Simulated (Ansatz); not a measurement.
A periodic structure is given below.

```yaml
crystal:
  lattice:
    - [2.95650, 0.00000, 0.00000]
    - [0.00000, 2.95650, 0.00000]
    - [0.00000, 0.00000, 2.95650]
  atoms:
    - { symbol: Al, position: [0.00000, 0.00000, 0.00000] }
    - { symbol: Cu, position: [0.50000, 0.50000, 0.50000] }
```

Question: What crystal do these data define?

Answer: Its composition is AlCu. Space group: Pm-3m (No. 221). Lattice: primitive cubic. The prototype is caesium chloride (CsCl, B2) type. The cell has 2 atoms, namely 1 Al, 1 Cu. Al bonds to eight Cu in a cubic arrangement at 2.56 Å. The Cu atoms are each bonded to eight Al in a cubic arrangement at 2.56 Å. The bonds build a three-dimensional framework.

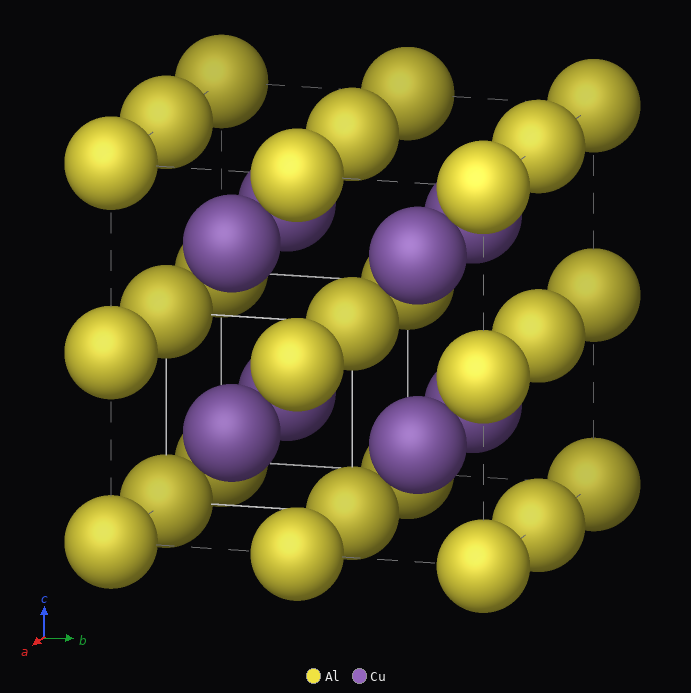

Spheres-only model, viewed slightly off an axis. One conventional unit cell is drawn solid; the view covers 2×2×2 cells. Colours: aluminium yellow, copper purple.

The cell started as a structure listed in the Materials Project, with elements exchanged, so it need not be a known form of the compound. This is the structure after a relaxation with Ansatz 0.2.0, DFT r2SCAN, scalar-relativistic, plane waves, PAW.
